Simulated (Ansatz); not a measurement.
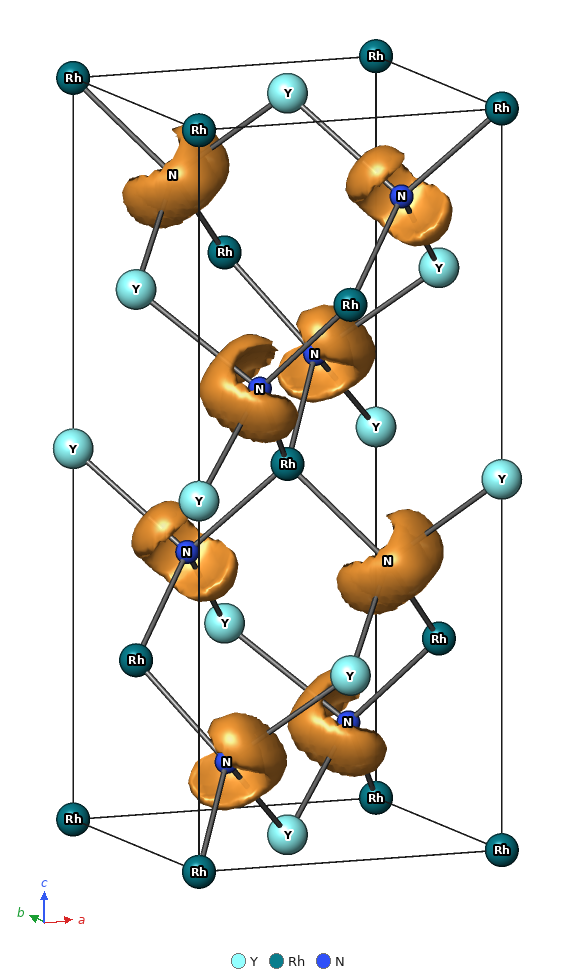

*YRhN₂. Isosurface of the ELF at 0.8 (orange), seen slightly off an axis. Core shells and regions of very low density are left out. Sticks mark near contacts.*

Space group I-42d; a structure from a database of computed crystals, not necessarily the ambient phase; started from the GaCuS2-122 prototype, which need not be the ambient phase; computed without spin polarisation.

These are results of Ansatz, DFT, PBEsol, plane waves, PAW, not measurements.

Q: Identify the bonds, lone pairs and shells in this picture.

A: The ELF exceeds this value in eight regions wrapped around N (the valence shell of each), counted in one cell of 16 atoms. Any copies at cell faces, edges or corners count once. Along the contacts the grid gives the following. Rh–N (1.98 Å): the ELF peaks at about 0.80 in the valence shell of N, 0.6 Å from its nucleus, and is about 0.30 at the midpoint. Y–N (2.25 Å): the ELF peaks at about 0.85 in the valence shell of N, 0.6 Å from its nucleus, and drops to about 0.20 between the two atoms; a closed-shell, largely ionic contact.
